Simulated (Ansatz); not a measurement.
System: CaO, space group I4/mcm (No. 140) (cell built by us, not taken from a database).

The given structure:
```xyz
8
Lattice="-3.9692 3.9692 2.3854 3.9692 -3.9692 2.3854 3.9692 3.9692 -2.3854" Properties=species:S:1:pos:R:3 pbc="T T T"
Ca   -1.1727    2.7964    2.3854
Ca    5.1419    1.1727    0.0000
Ca    1.1727    2.7964    0.0000
Ca    2.7964    1.1727    2.3854
O     1.1640    2.8052    2.3854
O     2.8052    1.1640    0.0000
O     2.8052   -1.1640    2.3854
O     1.1640    5.1331    0.0000
```

Computed with Ansatz 0.2.0: third-order Birch-Murnaghan fit to density functional energies at scaled volumes of the given relaxed cell, shape and atoms relaxed at each volume; energies count from the fitted minimum; plane waves with PAW datasets, Γ-centred k mesh. Level: PBE, no spin polarisation.

- wave cutoff: 420 eV
- k mesh: 8×8×8
- occupations: Gaussian
- smearing width: 0.02 eV

Predict the energy above the minimum, pressure and gap on the k mesh against volume. The volume takes the values 16.535, 17.099, 17.663, 18.226, 18.790, 19.354, 19.917, 20.669 Å³/atom.

A third-order Birch–Murnaghan fit gives V0 = 18.79 Å³/atom, B0 = 73.4 GPa and B′ = 4.5. The energy above the minimum is 78.6 meV/atom at volume 16.535 Å³/atom and 36.0 meV/atom at 20.669 Å³/atom; the lowest computed point is at volume 18.790 Å³/atom (0.0 meV/atom), and no other minimum shows. The pressure falls from 12.51 GPa at volume 16.535 Å³/atom to −5.62 GPa at 20.669 Å³/atom, and changes sign near 18.79 Å³/atom. The gap on the k mesh stays open and runs from 2.398 eV at volume 16.535 Å³/atom to 2.310 eV at 20.669 Å³/atom.

```csv
volume (Å³/atom),energy above the minimum (meV/atom),pressure (GPa),gap on the k mesh (eV)
16.535,78.6,12.51,2.398
17.099,41.6,8.59,2.398
17.663,17.5,5.25,2.393
18.226,4.1,2.43,2.382
18.790,0.0,0.01,2.372
19.354,3.6,-2.03,2.357
19.917,13.9,-3.75,2.337
20.669,36.0,-5.62,2.310
```

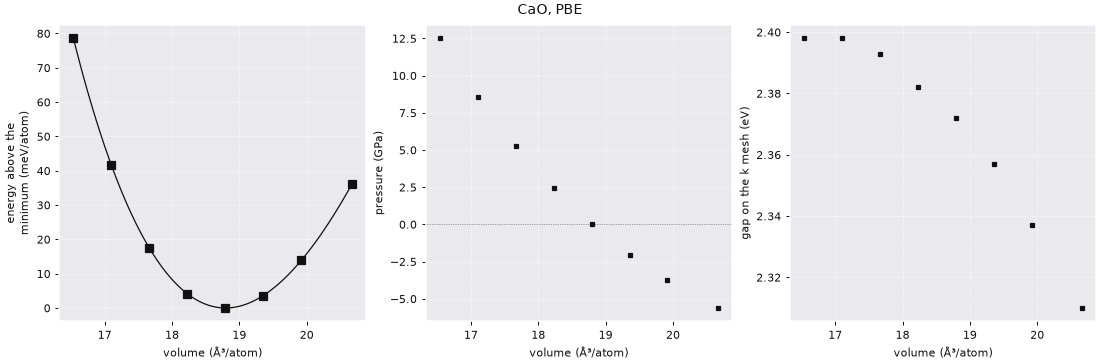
